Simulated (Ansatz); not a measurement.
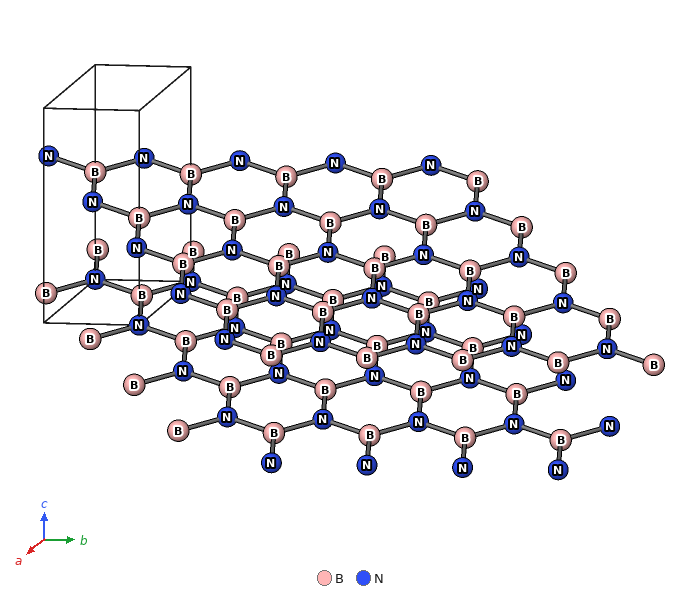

The compound is BN (space group P-6m2, No. 187), taken as a calculation's input that goes back to an entry of the Crystallography Open Database (an earlier step may have relaxed or displaced it).

Bonds are taken as B–N below 1.6 Å. Atoms with one bond or none are removed and atoms with two bonds are replaced by edges, until no such atom is left.

What kind of net remains, and which atoms are its nodes?

A uninodal 3-connected, two-periodic (layers) net: B and N are 3-connected nodes.

Name the underlying net.

It is the hcb net, known from graphene.

How do the layers lie?

The layers lie parallel to (001).

How many nodes does the smallest cycle have?

Six.

Give the first eight terms of the coordination sequence (nodes one, two, three … edges away).

B and N: 3, 6, 9, 12, 15, 18, 21, 24.
